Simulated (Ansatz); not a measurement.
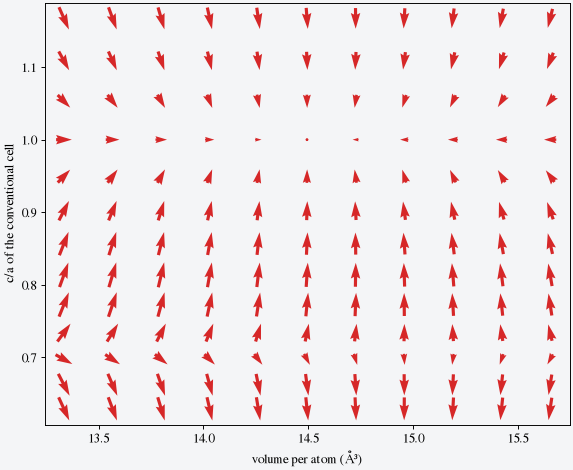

Ir (Fm-3m, No. 225; 1 atom in the cell). The energy is mapped over volume and the cell's shape. The first coordinate is: volume per atom; the second: c/a of the conventional cell. Nothing is relaxed (symmetry fixes all fractional coordinates). Grid: 11 × 13 points. Points are written as (first, second). Level of theory: DFT PBE, scalar-relativistic, plane waves, PAW in Ansatz 0.2.0. Settings: cutoff 420 eV, k-mesh 22×22×22, gaussian smearing 0.15 eV, no spin polarisation.

In the figure: arrows along the force (downhill), their lengths compressed.

Question: The arrows alone are given. Where is the energy lowest?

Answer: The arrows converge at (14.494 Å³, 1.000) [fcc] (read from the interpolated surface).

The energy map of the same scan:

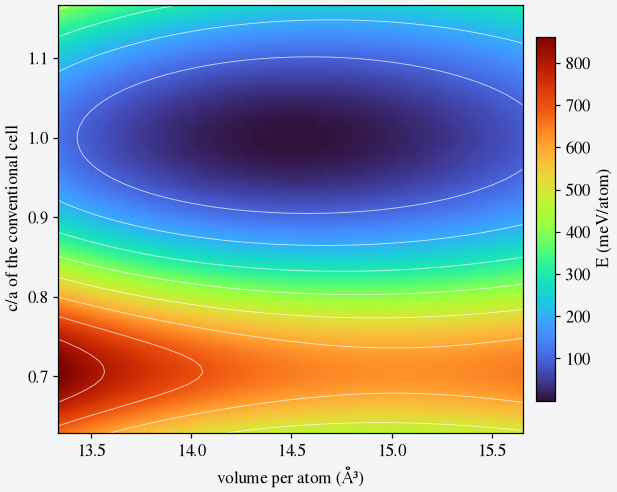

Energies are in meV/atom, from the lowest grid point; between grid points the surface is interpolated.

PAW datasets: the set soft_1.
